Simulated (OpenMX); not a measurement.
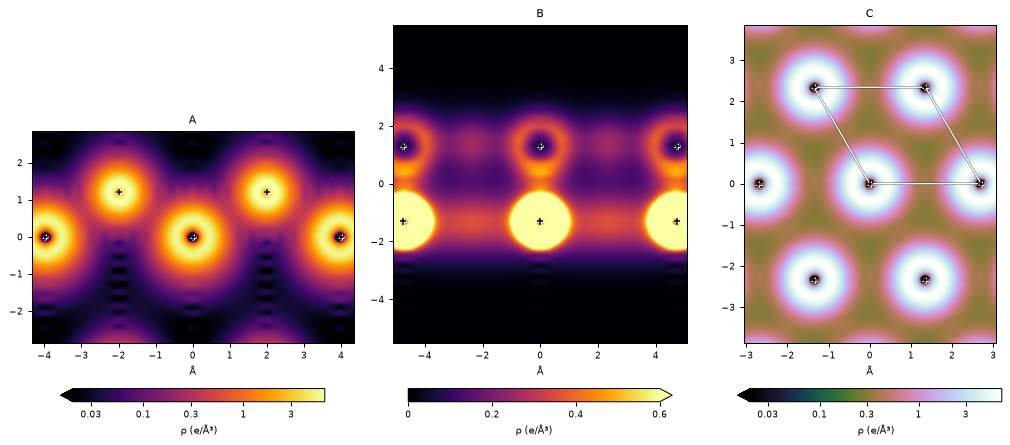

The valence charge density (pseudo) of 3 systems, each on a plane through atoms (crosses mark nuclei in the plane).

Theory: OpenMX, Kohn-Sham DFT of a periodic cell, PBE, OpenMX 2013 PBE set.

System 1: TaSi, the (110) plane of the calculation cell, a cut from vacuum to vacuum. 

```
Ta Si
1.0
     2.73859    0.00000    0.00000
    -1.36929    2.37169    0.00000
     0.00000    0.00000   29.01702
Ta Si
1 1
Direct
  0.00000 0.00000 0.23066
  0.00000 0.00000 0.32074
```

System 2: PbO, the (010) plane of the conventional cell. Space group P4/nmm; not relaxed (largest force 0.9 eV/Å); computed pressure about 7 GPa in this cell.

System 3: Ru, the (001) plane of the conventional cell. Space group P6₃/mmc; computed pressure about 14 GPa in this cell.

```cif
data_structure
_symmetry_space_group_name_H-M 'P 1'
_symmetry_Int_Tables_number 1
_cell_length_a 2.7058
_cell_length_b 2.7058
_cell_length_c 4.2819
_cell_angle_alpha 90.000
_cell_angle_beta 90.000
_cell_angle_gamma 120.000
_cell_volume 27.15
loop_
_atom_site_label
_atom_site_type_symbol
_atom_site_fract_x
_atom_site_fract_y
_atom_site_fract_z
_atom_site_occupancy
Ru1 Ru 0.66667 0.33333 0.75000 1
Ru2 Ru 0.33333 0.66667 0.25000 1
```

> Which map belongs to which system?

Panel A is system 2, PbO: the plane holds Pb and O. Pb–O (2.33 Å): the density is about 0.42 e/Å³ at the midpoint. Panel B is system 1, TaSi: the plane holds Ta and Si. Ta–Si (2.61 Å): ρ at the midpoint is about 0.41 e/Å³. Panel C is system 3, Ru: the plane holds Ru. Ru–Ru (2.71 Å): ρ is about 0.4 e/Å³ halfway.
